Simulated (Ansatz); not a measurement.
Geometry relaxation of NiSi₂ (part 2 of 2)

NiSi₂ (12 atoms in the cell); DFT PBE, scalar-relativistic, plane waves, PAW, spin-polarised (Ansatz 0.2.0); cutoff 420 eV, 6×6×6 k-mesh, Gaussian smearing of 0.1 eV, collinear spins. The structure derives from a Materials Project entry. It belongs to a series of runs on one base structure; here: 0 of 4 Ni sites taken by Mg, cell and atoms relaxed.

Geometry of the input (Å; fractional positions):
```
5.4468  0.0000  0.0000
0.0000  -5.4468  0.0000
0.0000  0.0000  -5.4468
Si 0.2500  0.2500  0.2500
Si 0.7500  0.7500  0.2500
Si 0.7500  0.2500  0.7500
Si 0.2500  0.7500  0.7500
Si 0.7500  0.7500  0.7500
Si 0.2500  0.2500  0.7500
Si 0.2500  0.7500  0.2500
Si 0.7500  0.2500  0.2500
Ni 0.5000  0.5000  0.0000
Ni 0.0000  0.0000  0.0000
Ni 0.0000  0.5000  0.5000
Ni 0.5000  1.0000  0.5000
```

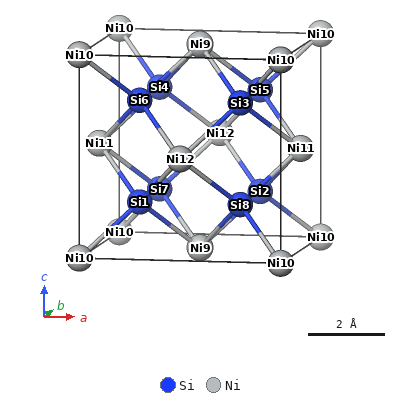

*The geometry at step 2 of the log (ball-and-stick view of the cell of the calculation, seen slightly off an axis; atoms are numbered from 1 in the order of the input).*

```
basis re-selected at this cell: Δ(F+E_penalty+E_count) = -1.201e-9 eV, ΔP = +0.000 GPa vs the last step (what re-selecting the basis moved, of the pressure what is left beyond the Pulay correction that the steps carried, after the strain that the cell walked since its last selection, with what the two solves' SCF thresholds leave and, on support functions, any second-order correction that the steps lacked; it is no measure of the basis error at this ecutwfc). This SCF's stress stands 8.95e-2 GPa from its target on what of the cell is left free (relax.cell.stress_tol is 1.50e-1 GPa) and its largest allowed force component is 2.56e-17 eV/Å (relax.f_tol is 1.50e-2 eV/Å): within both
SCF converged after 5 iterations
Magnetization: -0.0000 μB (52.0000 up, 52.0000 down)
Absolute magnetization: 0.0000 μB (∫|ρ↑−ρ↓|, with the PAW one-centre terms)
Spin contamination: 0.0000 ħ² per cell (⟨S²⟩ above its minimum at these occupations)
Per-site moments (μB) at R_I (Å): [(-3.714042003240688e-9, 0.9731465389799421), (-3.714042003240685e-9, 0.9731465389799423), (-3.7140420036313683e-9, 0.9731465389799425), (-3.7140420036313638e-9, 0.9731465389799423), (-3.7140420040860182e-9, 0.9731465389799423), (-3.714042004086018e-9, 0.9731465389799423), (-3.7140420052099755e-9, 0.9731465389799423), (-3.714042005209976e-9, 0.9731465389799423), (-3.495902117562796e-8, 0.9731465389799423), (-3.495902117562795e-8, 0.9731465389799421), (-3.4959021213341486e-8, 0.9731465389799423), (-3.4959021213341486e-8, 0.9731465389799423)]
Free energy (F): -28449.612550 eV
Harris-Foulkes:  -28449.612550 eV  (|F-HF|=4.73e-11)
Internal energy: -28449.582818 eV  (E = F + TS)
E sigma→0 (E₀):  -28449.597684 eV
Entropy (-TS):   -0.029732 eV (-2.478 meV/atom)
Fermi energy:    12.877043 eV
--- Per-component energies (eV) ---
  E_band       = -1405.902288
  E_kinetic    = 1476.649156
  E_local      = -19748.625862  (includes V_loc(G=0)·N_el)
  E_nonlocal   = 2719.925210
  E_hartree    = 8537.215642
  E_xc         = -795.052209
  E_vxc        = -831.182797  (∫ρ·V_xc dr)
  E_paw        = -10606.635395  (= ΣΔE_a)
  E_vpaw       = -2097.103186  (= ΣTr[D̂ρ^β])
  E_aug_tail   = 0.002319  (compensation charges beyond the density's cutoff)
  E_ewald      = -10033.061679
  E_smearing   = -0.029732  (= −TS)
  E_closure    = 0.000000  (closes the sum)
  Σ components = -28449.612550   (vs F -28449.612550, Δ=0.00e0)
--- Forces (eV/Å), atoms counted from 1 ---
  atom   1  Si     0.00000000     0.00000000    -0.00000000
  atom   2  Si     0.00000000     0.00000000    -0.00000000
  atom   3  Si     0.00000000     0.00000000    -0.00000000
  atom   4  Si     0.00000000     0.00000000    -0.00000000
  atom   5  Si    -0.00000000    -0.00000000     0.00000000
  atom   6  Si    -0.00000000    -0.00000000     0.00000000
  atom   7  Si    -0.00000000    -0.00000000     0.00000000
  atom   8  Si    -0.00000000    -0.00000000     0.00000000
  atom   9  Ni     0.00000000     0.00000000     0.00000000
  atom  10  Ni    -0.00000000    -0.00000000    -0.00000000
  atom  11  Ni     0.00000000    -0.00000000     0.00000000
  atom  12  Ni    -0.00000000     0.00000000     0.00000000
  max |Σ_I F_I| component: 7.52e-18 eV/Å
--- Stress (GPa, compression-positive) ---
        0.089525       0.000000      -0.000000
        0.000000       0.089525       0.000000
       -0.000000      -0.000000       0.089525
  P = ⅓ Tr σ = 0.0895 GPa (0.895 kbar)
--- Band table (eV; the first three rows and the last of 40) ---
  k-point 0 ↑: bands = ["-91.6278", "-91.6278", "-91.6278", "-91.6278", "-52.0247", "-52.0247", "-52.0247", "-52.0241", "-52.0241", "-52.0241", "-52.0241", "-52.0241", "-52.0241", "-52.0238", "-52.0238", "-52.0238", "-0.7765", "3.1307", "3.1307", "3.1307", "4.9952", "4.9952", "4.9952", "5.6666", "5.6666", "5.6666", "7.8252", "7.8252", "7.8252", "8.4432", "8.4432", "8.4432", "8.4432", "8.4432", "8.4432", "9.4190", "9.4190", "9.4190", "9.4190", "9.4190", "9.4190", "9.5118", "9.5118", "9.5646", "9.5646", "9.5646", "9.9043", "9.9043", "9.9043", "12.3888", "12.4672", "12.4672", "12.4672", "14.3410", "14.3410", "14.3410", "14.5739", "14.5739", "14.5739", "15.1691", "15.1691", "15.1691", "17.5402", "17.5402", "17.5402", "19.7889", "19.7889", "20.5958"]
  k-point 1 ↑: bands = ["-91.6278", "-91.6278", "-91.6278", "-91.6278", "-52.0246", "-52.0246", "-52.0246", "-52.0242", "-52.0242", "-52.0241", "-52.0241", "-52.0241", "-52.0241", "-52.0239", "-52.0239", "-52.0239", "-0.6415", "2.3874", "3.2380", "3.2380", "5.1203", "5.1203", "5.3476", "5.3476", "5.7699", "5.9033", "7.6066", "7.8364", "7.8364", "7.8568", "7.8568", "8.3130", "8.3130", "8.6784", "8.6784", "9.4123", "9.4123", "9.4195", "9.4195", "9.4286", "9.5373", "9.6918", "9.6918", "9.6940", "9.7898", "9.7898", "9.8771", "10.0790", "10.0790", "12.3995", "12.4635", "12.7524", "12.7524", "13.4151", "13.4151", "14.3902", "14.5659", "14.7679", "14.7679", "14.9993", "16.4448", "16.4934", "16.4934", "17.7283", "17.7283", "18.8315", "18.8315", "19.8279"]
  k-point 2 ↑: bands = ["-91.6278", "-91.6278", "-91.6278", "-91.6278", "-52.0245", "-52.0245", "-52.0245", "-52.0243", "-52.0243", "-52.0241", "-52.0241", "-52.0241", "-52.0241", "-52.0240", "-52.0239", "-52.0239", "-0.2390", "1.3211", "3.5542", "3.5542", "4.7002", "4.7002", "5.4863", "5.4863", "6.0706", "6.9589", "6.9589", "7.0983", "7.3652", "7.8768", "7.8768", "8.1115", "8.1115", "9.0527", "9.0527", "9.1492", "9.3801", "9.3801", "9.4204", "9.4204", "9.6074", "9.8036", "9.8300", "9.8300", "10.1555", "10.3174", "10.3174", "10.4326", "10.4326", "12.1959", "12.1959", "12.4192", "12.4532", "12.9312", "13.6308", "13.6308", "14.5557", "15.4530", "15.9844", "15.9844", "16.1342", "16.8451", "16.8451", "17.8162", "17.8162", "18.6770", "18.6770", "19.4952"]
  k-point 19 ↓: bands = ["-91.6278", "-91.6278", "-91.6278", "-91.6278", "-52.0247", "-52.0247", "-52.0247", "-52.0247", "-52.0240", "-52.0240", "-52.0240", "-52.0240", "-52.0240", "-52.0240", "-52.0240", "-52.0240", "2.4033", "2.4033", "2.4033", "2.4033", "2.9936", "2.9936", "2.9936", "2.9936", "8.2498", "8.2498", "8.2498", "8.2498", "8.2498", "8.2498", "8.2498", "8.2498", "9.2852", "9.2852", "9.2852", "9.2852", "9.6925", "9.6925", "9.6925", "9.6925", "9.6925", "9.6925", "9.6925", "9.6925", "11.4700", "11.4700", "11.4700", "11.4700", "11.4700", "11.4700", "11.4700", "11.4700", "14.6178", "14.6178", "14.6178", "14.6178", "14.6936", "14.6936", "14.6936", "14.6936", "14.6936", "14.6936", "14.6936", "14.6936", "15.3516", "15.3516", "15.3516", "15.3516"]
--- Relaxed structure (2 steps of the walk, 2 accepted, 1 SCFs on fresh bases) ---
  F+E_penalty+E_count = -28449.61255049 eV   max|allowed force component| = 2.560e-17 eV/Å   (the final SCF, on the basis selected at the relaxed cell)
  cell:  # Å, volume = 161.7190 Å³
    - [5.448207672640217, 5.516986819859269e-35, 8.777024486139746e-35]
    - [-5.918222224939943e-35, -5.448207672640217, 5.516986819859269e-36]
    - [-8.777024486139746e-35, 5.516986819859269e-36, -5.448207672640217]
  atoms:
    - { symbol: Si, position: [0.24999999999999997, 0.24999999999999997, 0.24999999999999997] }
    - { symbol: Si, position: [0.7499999999999999, 0.7499999999999999, 0.24999999999999997] }
    - { symbol: Si, position: [0.7499999999999999, 0.24999999999999997, 0.7499999999999999] }
    - { symbol: Si, position: [0.24999999999999997, 0.7499999999999999, 0.7499999999999999] }
    - { symbol: Si, position: [0.7499999999999999, 0.7499999999999999, 0.7499999999999999] }
    - { symbol: Si, position: [0.24999999999999997, 0.24999999999999997, 0.7499999999999999] }
    - { symbol: Si, position: [0.24999999999999997, 0.7499999999999999, 0.24999999999999997] }
    - { symbol: Si, position: [0.7499999999999999, 0.24999999999999997, 0.24999999999999997] }
    - { symbol: Ni, position: [0.49999999999999994, 0.49999999999999994, 4.421793023671792e-37] }
    - { symbol: Ni, position: [-3.2496821614316665e-36, -8.862769531177273e-37, -2.7144629624709606e-37] }
    - { symbol: Ni, position: [-2.466996021016011e-36, 0.49999999999999994, 0.49999999999999994] }
    - { symbol: Ni, position: [0.49999999999999994, 0.9999999999999999, 0.49999999999999994] }
--- Löwdin populations: 12 sites ---
  site symbol       q [e]    m [muB]
     0     Si      4.0798    -0.0000
     1     Si      4.0798    -0.0000
     2     Si      4.0798    -0.0000
     3     Si      4.0798    -0.0000
     4     Si      4.0798    -0.0000
     5     Si      4.0798    -0.0000
     6     Si      4.0798    -0.0000
     7     Si      4.0798    -0.0000
     8     Ni     17.4832    -0.0000
     9     Ni     17.4832    -0.0000
    10     Ni     17.4832    -0.0000
    11     Ni     17.4832    -0.0000
  spilling = 0.013744 (of n_electrons = 104.000000)
```

File populations.tsv:
```
# site	symbol	l	j	q_up	q_dn
# orbitals = lowdin
# n_electrons = 104.000000
# spilling = 0.013744
0	Si	0_3S	-	0.661192	0.661192
0	Si	1_3P	-	1.378685	1.378685
1	Si	0_3S	-	0.661192	0.661192
1	Si	1_3P	-	1.378685	1.378685
2	Si	0_3S	-	0.661192	0.661192
2	Si	1_3P	-	1.378685	1.378685
3	Si	0_3S	-	0.661192	0.661192
3	Si	1_3P	-	1.378685	1.378685
4	Si	0_3S	-	0.661192	0.661192
4	Si	1_3P	-	1.378685	1.378685
5	Si	0_3S	-	0.661192	0.661192
5	Si	1_3P	-	1.378685	1.378685
6	Si	0_3S	-	0.661192	0.661192
6	Si	1_3P	-	1.378685	1.378685
7	Si	0_3S	-	0.661192	0.661192
7	Si	1_3P	-	1.378685	1.378685
8	Ni	0_3S	-	0.992228	0.992228
8	Ni	0_4S	-	0.291599	0.291599
8	Ni	1_3P	-	2.997577	2.997577
8	Ni	2_3D	-	4.460172	4.460172
9	Ni	0_3S	-	0.992228	0.992228
9	Ni	0_4S	-	0.291599	0.291599
9	Ni	1_3P	-	2.997577	2.997577
9	Ni	2_3D	-	4.460172	4.460172
10	Ni	0_3S	-	0.992228	0.992228
10	Ni	0_4S	-	0.291599	0.291599
10	Ni	1_3P	-	2.997577	2.997577
10	Ni	2_3D	-	4.460172	4.460172
11	Ni	0_3S	-	0.992228	0.992228
11	Ni	0_4S	-	0.291599	0.291599
11	Ni	1_3P	-	2.997577	2.997577
11	Ni	2_3D	-	4.460172	4.460172
```

Trajectory as extended XYZ (Å, eV, eV/Å), 3 frames, from step=1 to step=3:
```
12
Lattice="5.4468 0.0000 0.0000 0.0000 -5.4468 0.0000 0.0000 0.0000 -5.4468" Properties=species:S:1:pos:R:3:forces:R:3 step=1 energy=-28449.61247 pressure_GPa=0.20
Si    1.3617   -1.3617   -1.3617    0.0000   0.0000   0.0000
Si    4.0851   -4.0851   -1.3617    0.0000   0.0000   0.0000
Si    4.0851   -1.3617   -4.0851    0.0000   0.0000   0.0000
Si    1.3617   -4.0851   -4.0851    0.0000   0.0000   0.0000
Si    4.0851   -4.0851   -4.0851    0.0000   0.0000   0.0000
Si    1.3617   -1.3617   -4.0851    0.0000   0.0000   0.0000
Si    1.3617   -4.0851   -1.3617    0.0000   0.0000   0.0000
Si    4.0851   -1.3617   -1.3617    0.0000   0.0000   0.0000
Ni    2.7234   -2.7234    0.0000    0.0000   0.0000   0.0000
Ni    0.0000    0.0000    0.0000    0.0000   0.0000   0.0000
Ni    0.0000   -2.7234   -2.7234    0.0000   0.0000   0.0000
Ni    2.7234   -5.4468   -2.7234    0.0000   0.0000   0.0000
12
Lattice="5.4482 0.0000 0.0000 0.0000 -5.4482 0.0000 0.0000 0.0000 -5.4482" Properties=species:S:1:pos:R:3:forces:R:3 step=2 energy=-28449.61255 pressure_GPa=0.09
Si    1.3621   -1.3621   -1.3621    0.0000   0.0000   0.0000
Si    4.0862   -4.0862   -1.3621    0.0000   0.0000   0.0000
Si    4.0862   -1.3621   -4.0862    0.0000   0.0000   0.0000
Si    1.3621   -4.0862   -4.0862    0.0000   0.0000   0.0000
Si    4.0862   -4.0862   -4.0862    0.0000   0.0000   0.0000
Si    1.3621   -1.3621   -4.0862    0.0000   0.0000   0.0000
Si    1.3621   -4.0862   -1.3621    0.0000   0.0000   0.0000
Si    4.0862   -1.3621   -1.3621    0.0000   0.0000   0.0000
Ni    2.7241   -2.7241    0.0000    0.0000   0.0000   0.0000
Ni    0.0000    0.0000    0.0000    0.0000   0.0000   0.0000
Ni    0.0000   -2.7241   -2.7241    0.0000   0.0000   0.0000
Ni    2.7241   -5.4482   -2.7241    0.0000   0.0000   0.0000
12
Lattice="5.4482 0.0000 0.0000 0.0000 -5.4482 0.0000 0.0000 0.0000 -5.4482" Properties=species:S:1:pos:R:3:forces:R:3 step=3 energy=-28449.61255 pressure_GPa=0.09
Si    1.3621   -1.3621   -1.3621    0.0000   0.0000   0.0000
Si    4.0862   -4.0862   -1.3621    0.0000   0.0000   0.0000
Si    4.0862   -1.3621   -4.0862    0.0000   0.0000   0.0000
Si    1.3621   -4.0862   -4.0862    0.0000   0.0000   0.0000
Si    4.0862   -4.0862   -4.0862    0.0000   0.0000   0.0000
Si    1.3621   -1.3621   -4.0862    0.0000   0.0000   0.0000
Si    1.3621   -4.0862   -1.3621    0.0000   0.0000   0.0000
Si    4.0862   -1.3621   -1.3621    0.0000   0.0000   0.0000
Ni    2.7241   -2.7241    0.0000    0.0000   0.0000   0.0000
Ni    0.0000    0.0000    0.0000    0.0000   0.0000   0.0000
Ni    0.0000   -2.7241   -2.7241    0.0000   0.0000   0.0000
Ni    2.7241   -5.4482   -2.7241    0.0000   0.0000   0.0000
```

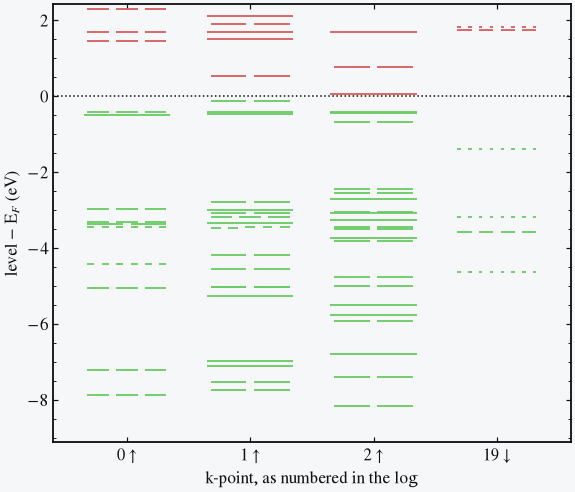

*Kohn–Sham levels near the Fermi level (dotted) at the few k-points that the log prints; levels within 0.02 eV of each other stand side by side.*

The system is metallic on the full mesh.
